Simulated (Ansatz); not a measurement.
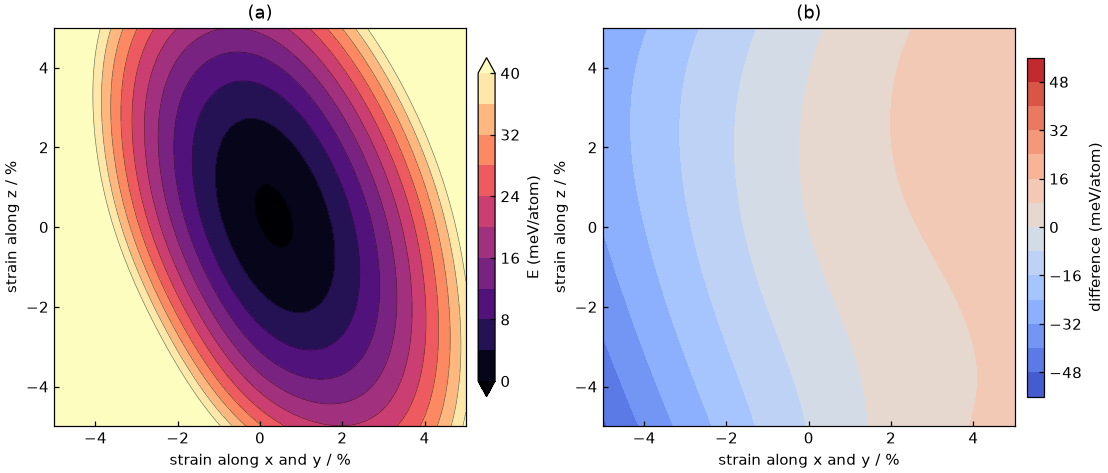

Ge (Fd-3m, No. 227; 2 atoms in the cell). The cell is strained homogeneously, by one strain along x and y and another along z, with fractional coordinates fixed (x, y and z along the cube axes). Coordinates scanned: (1) strain along x and y; (2) strain along z. Grid: 5 × 5 points. Points are written as (first, second). All energies are given in meV/atom relative to each map's own lowest point. The reference cell is the one listed in the database, not relaxed at this level. Computed with Ansatz, DFT r2SCAN, scalar-relativistic, plane waves, PAW. Settings: cutoff 500 eV, k-mesh 10×10×10, gaussian smearing 0.05 eV, no spin polarisation.

Panel (a): Ansatz, DFT r2SCAN, scalar-relativistic, plane waves, PAW. Panel (b): the map at DFT PBEsol, scalar-relativistic, plane waves, PAW (Ansatz 0.2.0) less the map of (a), each from its own lowest point.

How does the change of method alter the landscape?

The difference runs from −49 meV/atom at (−5.0 %, −5.0 %) to 13 meV/atom at (5.0 %, 5.0 %). The interpolated minimum moves from 0.31 to −0.79 % in strain along x and y and 0.29 to 0.66 % in strain along z.
